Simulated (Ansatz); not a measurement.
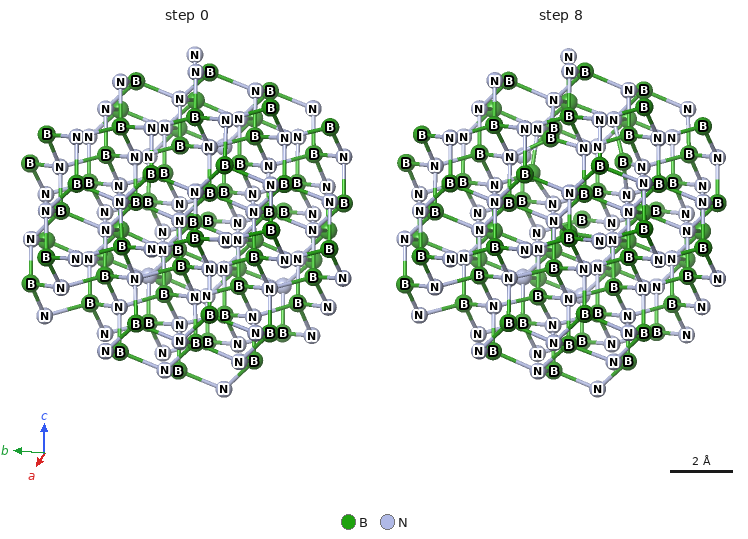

The structure of a defect cell of composition B₄₈N₄₇ (cell charge +3) before (left) and after (right) a relaxation, at one scale.

Style: ball-and-stick. Shown: the atoms within 5.8 Å of the atom that moves most (axes of the cell of the calculation (origin shifted)), from a free direction.

Computed with DFT, PBEsol, PAW, plane waves (Ansatz). Settings: plane-wave cutoff 420 eV; k-point mesh 1 × 1 × 1; mesh shifted by (0.25, 0.25, 0.25); no spin polarisation; atoms relaxed in a fixed cell; force threshold 0.03 eV/Å; at most 80 steps.

Question: Describe what moved and what it gained.

Answer: The energy falls by 4.147 eV per cell of the calculation in 8 geometry steps. Largest force component: 2.1 eV/Å at the start, 0.0052 eV/Å at the end. The atom that moves furthest is a B atom (0.40 Å roughly along −c). Largest moves by element: B 0.40 Å, N 0.06 Å. The cell stays as it was. Among the contacts that change: B–N 1.613 → 1.473 Å, B–N 1.585 → 1.459 Å, B–N 1.563 → 1.458 Å, B–N 1.549 → 1.629 Å. Among the angles between lasting bonds that change: B–N–B 109.8° → 94.7°, B–N–B 110.2° → 95.9°, B–N–B 109.1° → 95.8°. Cost: 26 s on 8 threads of Intel(R) Xeon(R) 6975P-C, peak memory 1.3 GiB.

Limits of the set-up: the periodic images lie only 7.6 Å apart, so the values are limited by the cell's size; the cell is charged, on a uniform background, and energies carry no finite-size correction.
